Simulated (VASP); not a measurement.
## Run report: SnO$_{2}$, geometry relaxation (part 1 of 3)

- system: SnO$_{2}$ (6 atoms in the cell)
- method: Kohn-Sham DFT of a periodic cell, PBE, VASP PAW PBE potentials, recommended, no spin polarisation (VASP 6.6.1)

The structure derives from an entry of the Crystallography Open Database.

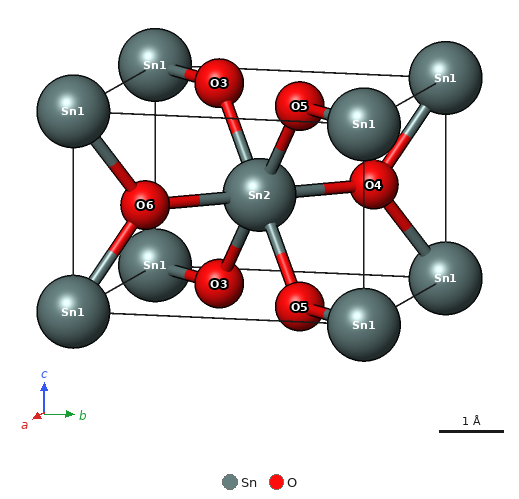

Fig. 1: The input geometry (ball-and-stick view of the cell of the calculation, seen slightly off an axis; atoms are numbered from 1 in the order of the input).

Summary

- outcome: converged
- space group (tolerance 0.01 Å): P4₂/mnm (136)
- electrons treated: 52
- free energy: −37.3118 eV
- Fermi energy: 5.599 eV
- gap on the k-point mesh: 0.64 eV
- pressure: 0.00 GPa
- final volume: 75.65 Å³
- largest force (length of the vector) at the end: under 0.001 eV/Å
- final cell: a = 4.830 Å, b = 4.830 Å, c = 3.242 Å, α = 90.00°, β = 90.00°, γ = 90.00°
- hardware: 1 thread of Intel Xeon @ 2.90GHz (Ice Lake), 64 GiB of memory available, shared host
- wall time: 12 min
- peak memory: 0.28 GiB

Notes

The volume changed by more than 5 % on the plane waves of the start, so the result carries a basis error; a second relaxation from the end is advised.

INCAR
```
SYSTEM = SnO2
  ALGO = Fast
  EDIFF = 1E-7
  EDIFFG = -0.004
  ENCUT = 600
  GGA = PE
  IBRION = 2
  ISIF = 3
  ISMEAR = 0
  LASPH = .True.
  LCHARG = .False.
  LREAL = .False.
  LWAVE = .False.
  NELM = 60
  NSW = 80
  PREC = Accurate
  SIGMA = 0.02
```

KPOINTS
```
k-points
0
Gamma
  6 6 8
  0 0 0
```

POSCAR
```
SnO2
1.0
    4.7380000000      0.0000000000      0.0000000000
    0.0000000000      4.7380000000      0.0000000000
    0.0000000000      0.0000000000      3.1865000000
Sn O
2 4
Direct
    0.0000000000      0.0000000000      0.0000000000
    0.5000000000      0.5000000000      0.5000000000
    0.3071000000      0.3071000000      0.0000000000
    0.1929000000      0.8071000000      0.5000000000
    0.6929000000      0.6929000000      0.0000000000
    0.8071000000      0.1929000000      0.5000000000
```

Command:
```bash
cat potpaw_PBE.64/Sn_d/POTCAR potpaw_PBE.64/O/POTCAR > POTCAR
mpirun -np 1 vasp_std > vasp.out
```

OSZICAR
```
N       E                     dE             d eps       ncg     rms          rms(c)
DAV:   1     0.698464574040E+03    0.69846E+03   -0.28568E+04  3338   0.286E+03
DAV:   2     0.631690761271E+02   -0.63530E+03   -0.61187E+03  3517   0.742E+02
DAV:   3    -0.379981378164E+02   -0.10117E+03   -0.99279E+02  3520   0.238E+02
DAV:   4    -0.432585278863E+02   -0.52604E+01   -0.52338E+01  3698   0.593E+01
DAV:   5    -0.434186110692E+02   -0.16008E+00   -0.15999E+00  3820   0.106E+01    0.161E+01
RMM:   6    -0.368666626235E+02    0.65519E+01   -0.21624E+01  3635   0.268E+01    0.624E+00
RMM:   7    -0.372330680188E+02   -0.36641E+00   -0.50542E+00  3920   0.118E+01    0.360E+00
RMM:   8    -0.371815007278E+02    0.51567E-01   -0.64919E-01  3626   0.507E+00    0.105E+00
RMM:   9    -0.371678428981E+02    0.13658E-01   -0.14423E-01  3754   0.254E+00    0.402E-01
RMM:  10    -0.371729945972E+02   -0.51517E-02   -0.71192E-02  3649   0.162E+00    0.425E-01
RMM:  11    -0.371692826982E+02    0.37119E-02   -0.12657E-02  3823   0.893E-01    0.949E-02
RMM:  12    -0.371695467286E+02   -0.26403E-03   -0.50753E-03  3832   0.448E-01    0.581E-02
RMM:  13    -0.371696287029E+02   -0.81974E-04   -0.10036E-03  4323   0.203E-01    0.289E-02
RMM:  14    -0.371696393462E+02   -0.10643E-04   -0.20346E-04  4380   0.738E-02    0.139E-02
RMM:  15    -0.371696422618E+02   -0.29156E-05   -0.60069E-05  3704   0.460E-02    0.123E-02
RMM:  16    -0.371696391805E+02    0.30813E-05   -0.14466E-05  3692   0.318E-02    0.184E-03
RMM:  17    -0.371696395358E+02   -0.35536E-06   -0.39491E-06  3805   0.124E-02    0.557E-04
RMM:  18    -0.371696396176E+02   -0.81774E-07   -0.64624E-07  3116   0.566E-03
   1 F= -.37169640E+02 E0= -.37169640E+02  d E =-.371696E+02
       N       E                     dE             d eps       ncg     rms          rms(c)
DAV:   1    -0.424957497789E+02   -0.53261E+01   -0.15663E+02  3808   0.222E+02    0.155E+01
RMM:   2    -0.380075890107E+02    0.44882E+01   -0.11592E+01  3202   0.340E+01    0.609E+00
RMM:   3    -0.371704856589E+02    0.83710E+00   -0.43864E+00  3727   0.217E+01    0.151E+00
RMM:   4    -0.370988278768E+02    0.71658E-01   -0.62531E-01  3761   0.845E+00    0.432E-01
RMM:   5    -0.371086030056E+02   -0.97751E-02   -0.17968E-01  4029   0.374E+00    0.218E-01
RMM:   6    -0.371072191309E+02    0.13839E-02   -0.21277E-02  4058   0.134E+00    0.176E-01
RMM:   7    -0.371060603769E+02    0.11588E-02   -0.99408E-03  3684   0.103E+00    0.851E-02
RMM:   8    -0.371060880168E+02   -0.27640E-04   -0.36462E-03  3801   0.689E-01    0.536E-02
RMM:   9    -0.371060882880E+02   -0.27127E-06   -0.11777E-03  4285   0.313E-01    0.148E-02
RMM:  10    -0.371060984616E+02   -0.10174E-04   -0.12571E-04  4279   0.668E-02    0.958E-03
RMM:  11    -0.371060954005E+02    0.30611E-05   -0.15113E-05  3783   0.392E-02    0.197E-03
RMM:  12    -0.371060953760E+02    0.24505E-07   -0.47701E-06  4311   0.148E-02    0.850E-04
RMM:  13    -0.371060954721E+02   -0.96068E-07   -0.43832E-07  2347   0.534E-03
   2 F= -.37106095E+02 E0= -.37106095E+02  d E =0.635441E-01
       N       E                     dE             d eps       ncg     rms          rms(c)
DAV:   1    -0.391311419013E+02   -0.20250E+01   -0.44717E+01  3920   0.932E+01    0.927E+00
RMM:   2    -0.375711633995E+02    0.15600E+01   -0.39685E+00  3226   0.176E+01    0.344E+00
RMM:   3    -0.373352013327E+02    0.23596E+00   -0.12947E+00  3811   0.103E+01    0.997E-01
RMM:   4    -0.373097644915E+02    0.25437E-01   -0.21252E-01  3733   0.397E+00    0.388E-01
RMM:   5    -0.373103254940E+02   -0.56100E-03   -0.45161E-02  3975   0.178E+00    0.203E-01
RMM:   6    -0.373102032811E+02    0.12221E-03   -0.71076E-03  4096   0.671E-01    0.122E-01
RMM:   7    -0.373098971572E+02    0.30612E-03   -0.23097E-03  3704   0.456E-01    0.266E-02
RMM:   8    -0.373099403243E+02   -0.43167E-04   -0.60356E-04  3956   0.236E-01    0.244E-02
RMM:   9    -0.373099524849E+02   -0.12161E-04   -0.25007E-04  4249   0.132E-01    0.117E-02
RMM:  10    -0.373099559061E+02   -0.34212E-05   -0.42208E-05  3930   0.491E-02    0.517E-03
RMM:  11    -0.373099564979E+02   -0.59183E-06   -0.48450E-06  4224   0.166E-02    0.116E-03
RMM:  12    -0.373099564510E+02    0.46934E-07   -0.81415E-07  3016   0.687E-03
   3 F= -.37309956E+02 E0= -.37309956E+02  d E =-.140317E+00
       N       E                     dE             d eps       ncg     rms          rms(c)
DAV:   1    -0.373104099327E+02   -0.45343E-03   -0.11277E-02  4039   0.165E+00    0.142E-01
RMM:   2    -0.373100411963E+02    0.36874E-03   -0.93177E-04  3184   0.282E-01    0.542E-02
RMM:   3    -0.373099783206E+02    0.62876E-04   -0.31484E-04  3791   0.172E-01    0.145E-02
RMM:   4    -0.373099742485E+02    0.40721E-05   -0.44461E-05  3773   0.642E-02    0.425E-03
RMM:   5    -0.373099753635E+02   -0.11150E-05   -0.10662E-05  4042   0.279E-02    0.220E-03
RMM:   6    -0.373099760751E+02   -0.71152E-06   -0.16112E-06  3626   0.109E-02    0.138E-03
RMM:   7    -0.373099764900E+02   -0.41494E-06   -0.44381E-07  2742   0.561E-03    0.288E-04
RMM:   8    -0.373099765560E+02   -0.65981E-07   -0.10171E-07  1875   0.301E-03
   4 F= -.37309977E+02 E0= -.37309977E+02  d E =-.140337E+00
       N       E                     dE             d eps       ncg     rms          rms(c)
DAV:   1    -0.373157638130E+02   -0.57873E-02   -0.40292E-01  3243   0.525E+00    0.443E-01
RMM:   2    -0.373130249459E+02    0.27389E-02   -0.16647E-02  3517   0.108E+00    0.231E-01
RMM:   3    -0.373115925101E+02    0.14324E-02   -0.46032E-03  3602   0.571E-01    0.563E-02
RMM:   4    -0.373115843848E+02    0.81253E-05   -0.86726E-04  3701   0.249E-01    0.191E-02
RMM:   5    -0.373116024846E+02   -0.18100E-04   -0.24006E-04  4096   0.118E-01    0.114E-02
RMM:   6    -0.373116041927E+02   -0.17081E-05   -0.44615E-05  4123   0.514E-02    0.753E-03
RMM:   7    -0.373116041227E+02    0.69958E-07   -0.10458E-05  4190   0.231E-02    0.203E-03
RMM:   8    -0.373116045338E+02   -0.41109E-06   -0.23264E-06  3749   0.133E-02    0.185E-03
RMM:   9    -0.373116046601E+02   -0.12627E-06   -0.72385E-07  3143   0.566E-03    0.954E-04
RMM:  10    -0.373116045817E+02    0.78394E-07   -0.19743E-07  1907   0.359E-03
   5 F= -.37311605E+02 E0= -.37311605E+02  d E =-.162803E-02
       N       E                     dE             d eps       ncg     rms          rms(c)
DAV:   1    -0.373125537801E+02   -0.94912E-03   -0.75361E-02  3670   0.226E+00    0.191E-01
RMM:   2    -0.373120316011E+02    0.52218E-03   -0.30568E-03  3496   0.461E-01    0.997E-02
RMM:   3    -0.373117638507E+02    0.26775E-03   -0.84263E-04  3596   0.243E-01    0.247E-02
RMM:   4    -0.373117605731E+02    0.32776E-05   -0.15962E-04  3698   0.107E-01    0.807E-03
RMM:   5    -0.373117634095E+02   -0.28364E-05   -0.43125E-05  4089   0.508E-02    0.495E-03
RMM:   6    -0.373117634144E+02   -0.49322E-08   -0.80732E-06  4064   0.224E-02    0.299E-03
RMM:   7    -0.373117632568E+02    0.15758E-06   -0.20290E-06  3653   0.995E-03    0.808E-04
RMM:   8    -0.373117634645E+02   -0.20761E-06   -0.47840E-07  2625   0.584E-03    0.772E-04
RMM:   9    -0.373117634803E+02   -0.15835E-07   -0.12912E-07  1864   0.275E-03
   6 F= -.37311763E+02 E0= -.37311763E+02  d E =-.178692E-02
       N       E                     dE             d eps       ncg     rms          rms(c)
DAV:   1    -0.373119478646E+02   -0.18440E-03   -0.18007E-02  3522   0.128E+00    0.890E-02
RMM:   2    -0.373118389756E+02    0.10889E-03   -0.52239E-04  3474   0.203E-01    0.408E-02
RMM:   3    -0.373118099162E+02    0.29059E-04   -0.17175E-04  3623   0.119E-01    0.117E-02
RMM:   4    -0.373118072424E+02    0.26737E-05   -0.31167E-05  3778   0.460E-02    0.332E-03
RMM:   5    -0.373118073593E+02   -0.11686E-06   -0.83758E-06  4087   0.215E-02    0.213E-03
RMM:   6    -0.373118072588E+02    0.10047E-06   -0.11720E-06  3577   0.872E-03    0.133E-03
RMM:   7    -0.373118070728E+02    0.18601E-06   -0.20967E-07  2045   0.383E-03    0.426E-04
RMM:   8    -0.373118070996E+02   -0.26801E-07   -0.13362E-07  1948   0.284E-03
   7 F= -.37311807E+02 E0= -.37311807E+02  d E =-.436193E-04
       N       E                     dE             d eps       ncg     rms          rms(c)
DAV:   1    -0.373118071597E+02   -0.86915E-07   -0.83733E-06  3815   0.280E-02    0.195E-03
RMM:   2    -0.373118070901E+02    0.69593E-07   -0.27272E-07  1946   0.441E-03
   8 F= -.37311807E+02 E0= -.37311807E+02  d E =-.436098E-04
       N       E                     dE             d eps       ncg     rms          rms(c)
DAV:   1    -0.373119345483E+02   -0.12739E-03   -0.66728E-03  3896   0.997E-01    0.782E-02
RMM:   2    -0.373118316449E+02    0.10290E-03   -0.29120E-04  3286   0.159E-01    0.342E-02
RMM:   3    -0.373118106936E+02    0.20951E-04   -0.11905E-04  3552   0.101E-01    0.934E-03
RMM:   4    -0.373118109002E+02   -0.20658E-06   -0.19693E-05  3696   0.380E-02    0.347E-03
RMM:   5    -0.373118113578E+02   -0.45765E-06   -0.50960E-06  4039   0.177E-02    0.162E-03
RMM:   6    -0.373118115858E+02   -0.22801E-06   -0.88393E-07  3276   0.749E-03    0.900E-04
RMM:   7    -0.373118118666E+02   -0.28076E-06   -0.16079E-07  1844   0.384E-03    0.360E-04
RMM:   8    -0.373118117937E+02    0.72899E-07   -0.95178E-08  1858   0.319E-03
   9 F= -.37311812E+02 E0= -.37311812E+02  d E =-.470358E-05
       N       E                     dE             d eps       ncg     rms          rms(c)
DAV:   1    -0.373118354120E+02   -0.23545E-04   -0.10294E-03  3889   0.391E-01    0.308E-02
RMM:   2    -0.373118197458E+02    0.15666E-04   -0.45043E-05  3279   0.625E-02    0.135E-02
RMM:   3    -0.373118163262E+02    0.34196E-05   -0.18407E-05  3556   0.395E-02    0.370E-03
RMM:   4    -0.373118155438E+02    0.78237E-06   -0.30044E-06  3695   0.149E-02    0.138E-03
RMM:   5    -0.373118154752E+02    0.68604E-07   -0.79660E-07  3367   0.692E-03
  10 F= -.37311815E+02 E0= -.37311815E+02  d E =-.838510E-05
```

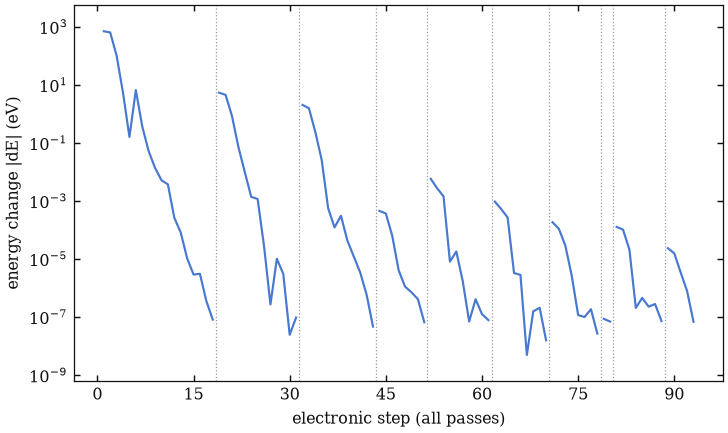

Fig. 2: Convergence of the self-consistent field: energy change |dE| against the electronic step. Each stretch between dotted lines is the SCF of one geometry step of a relaxation. The 10 ionic steps take 2 to 18 electronic steps each. The density is held fixed in the first few steps, and dE rises again when its update begins.

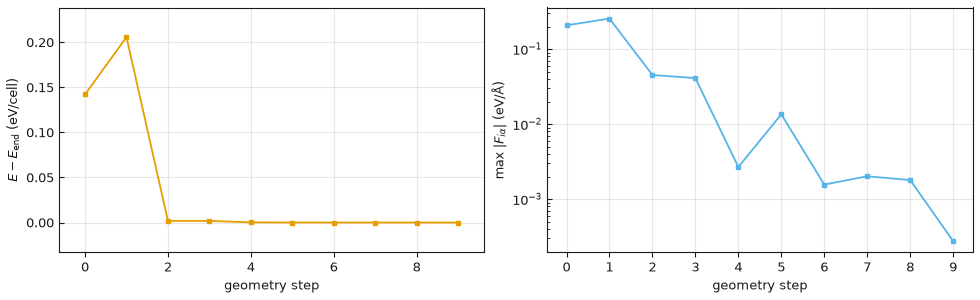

Fig. 3: Progress of the relaxation, step by step (steps are counted from 0).

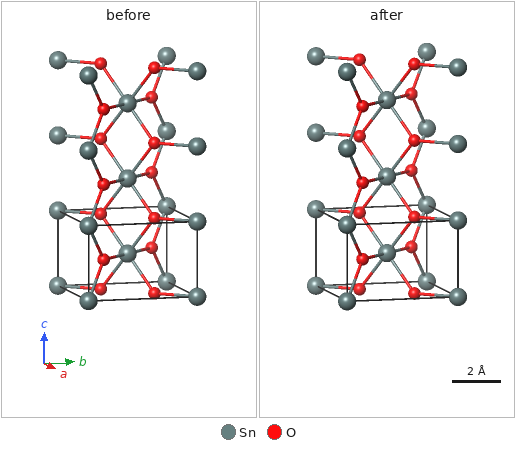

Fig. 4: Before (left) and after (right) the relaxation, at one scale (ball-and-stick view of the cell of the calculation, repeated 1 × 1 × 3, seen slightly off an axis). The atoms keep their places relative to the cell (all moves are under 0.005 Å). The volume changes by +5.8 %, with a = b 4.738 → 4.830 Å (+2.0 %), c 3.187 → 3.242 Å (+1.7 %). Among the contacts that change: Sn1–O4 2.052 → 2.092 Å, Sn1–O3 2.058 → 2.094 Å. The space group stays P4_2/mnm (No. 136). The energy falls by 0.142 eV per cell of the calculation in 9 geometry steps. Largest force component: 0.21 eV/Å at the start, 0.00028 eV/Å at the end. (Atoms are counted from 1 in the order of the input.)

Parts of OUTCAR
```
SYSTEM = SnO2
   EDIFF = 1E-7
   EDIFFG = -0.004
   ENCUT = 600
   GGA = PE
   IBRION = 2
   ISIF = 3
   ISMEAR = 0
   LASPH = .True.
   LREAL = .False.
   NELM = 60
   NSW = 80
   PREC = Accurate

 ion  position               nearest neighbor table
   1  0.000  0.000  0.000-   4 2.05   6 2.05   4 2.05   6 2.05   5 2.06   3 2.06   2 3.71   2 3.71
                             2 3.71   2 3.71   2 3.71   2 3.71   2 3.71   2 3.71
   2  0.500  0.500  0.500-   3 2.05   5 2.05   3 2.05   5 2.05   4 2.06   6 2.06   1 3.71   1 3.71
                             1 3.71   1 3.71   1 3.71   1 3.71   1 3.71   1 3.71
   3  0.307  0.307  0.000-   2 2.05   2 2.05   1 2.06
   4  0.193  0.807  0.500-   1 2.05   1 2.05   2 2.06
   5  0.693  0.693  0.000-   2 2.05   2 2.05   1 2.06
   6  0.807  0.193  0.500-   1 2.05   1 2.05   2 2.06

  LATTYP: Found a simple tetragonal cell.
 ALAT       =     4.7380000000
 C/A-ratio  =     0.6725411566

  Lattice vectors:

 A1 = (   4.7380000000,   0.0000000000,   0.0000000000)
 A2 = (   0.0000000000,   4.7380000000,   0.0000000000)
 A3 = (   0.0000000000,   0.0000000000,   3.1865000000)

Analysis of symmetry for initial positions (statically):
=====================================================================
 Subroutine PRICEL returns:
 Original cell was already a primitive cell.

 Routine SETGRP: Setting up the symmetry group for a
 simple tetragonal supercell.

 Subroutine GETGRP returns: Found 16 space group operations
 (whereof  8 operations were pure point group operations)
 out of a pool of 16 trial point group operations.

The static configuration has the point symmetry D_2h.
 The point group associated with its full space group is D_4h.

Analysis of symmetry for dynamics (positions and initial velocities):
=====================================================================
 Subroutine PRICEL returns:
 Original cell was already a primitive cell.

 Routine SETGRP: Setting up the symmetry group for a
 simple tetragonal supercell.

 Subroutine GETGRP returns: Found 16 space group operations
 (whereof  8 operations were pure point group operations)
 out of a pool of 16 trial point group operations.

The dynamic configuration has the point symmetry D_2h.
 The point group associated with its full space group is D_4h.

 Subroutine INISYM returns: Found 16 space group operations
 (whereof  8 operations are pure point group operations),
 and found     1 'primitive' translations

----------------------------------------------------------------------------------------

                                     Primitive cell

  volume of cell :      71.5326

  direct lattice vectors                    reciprocal lattice vectors
     4.738000000  0.000000000  0.000000000     0.211059519  0.000000000  0.000000000
     0.000000000  4.738000000  0.000000000     0.000000000  0.211059519  0.000000000
     0.000000000  0.000000000  3.186500000     0.000000000  0.000000000  0.313823945

  length of vectors
     4.738000000  4.738000000  3.186500000     0.211059519  0.211059519  0.313823945

  position of ions in fractional coordinates (direct lattice)
     0.000000000  0.000000000  0.000000000
     0.500000000  0.500000000  0.500000000
     0.307100000  0.307100000  0.000000000
     0.192900000  0.807100000  0.500000000
     0.692900000  0.692900000  0.000000000
     0.807100000  0.192900000  0.500000000

  ion indices of the primitive-cell ions
   primitive index   ion index
                 1           1
                 2           2
                 3           3
                 4           4
                 5           5
                 6           6
```
